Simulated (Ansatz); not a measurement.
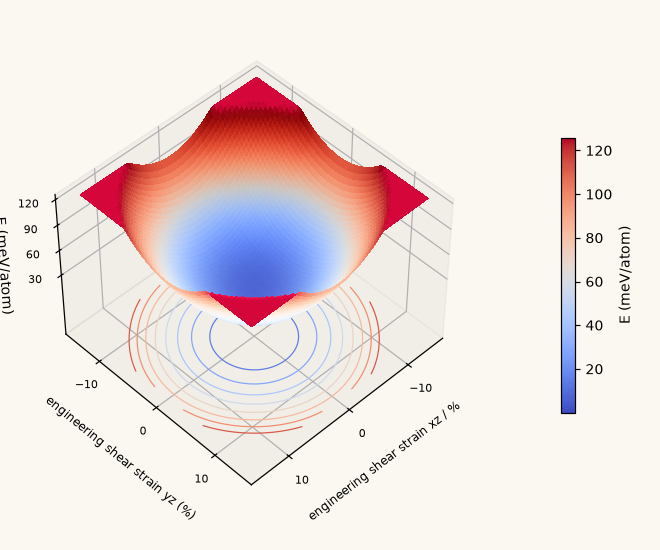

Energy landscape of Ni (Im-3m, No. 229; 1 atom in the cell). The energy is mapped over two homogeneous strains (x, y and z along the cube axes). The first coordinate is: engineering shear strain xz; the second: engineering shear strain yz. Nothing is relaxed (symmetry fixes all fractional coordinates). The scan uses a 7 × 7 grid; 10 points were computed and 39 follow by symmetry. Points are written as (first, second). Energies: meV/atom, counted from the lowest grid point. The electronic state followed may not be the lowest one. Theory: DFT PBE, scalar-relativistic, plane waves, PAW (Ansatz). Settings: cutoff 520 eV, k-mesh 22×22×22, gaussian smearing 0.15 eV, spin-polarised.

In the figure: a relief with its contours projected below, any walls above the top of the colour scale cut off. Between grid points the surface is interpolated. 

Q: Describe this landscape.

A: The lowest grid point is at (0.0 %, 0.0 %). No other kind of well shows on this grid. The highest grid point, (−14.0 %, −14.0 %), lies 209 meV/atom above the lowest. Round the minimum the contours are nearly round: the two directions are equally stiff and uncoupled.

The input of one point:

```yaml
crystal:
  lattice:
    - [-1.4001489809, 1.4001489809, 1.4001489809]
    - [1.4001489809, -1.4001489809, 1.4001489809]
    - [1.4001489809, 1.4001489809, -1.4001489809]
  atoms:
    - { symbol: Ni, position: [0.0, 0.0, 0.0], spin: 0.64 }
basis:
  ecutwfc: 520.0
kpoints:
  mp_grid: { grid: [22, 22, 22] }
hamiltonian:
  xc: pbe
  pseudopotentials: { kind: paw, azcp: { folder: soft_1 } }
scf:
  occupations: { method: gaussian, width: 0.15 }
output:
  forces: true
  stress: true
  eigenvalues: true
  populations: true
magnetization:
  spin_polarized: true
```

Each point was launched as `ansatz run input.yaml --threads 1 --pin off --max-ram 2048MiB --backend cpu --events-out ev --progress --plain --runs-dir out`. The whole map (10 points run) took 40 min on 1 thread of Arm Neoverse N1, with other jobs on the host.
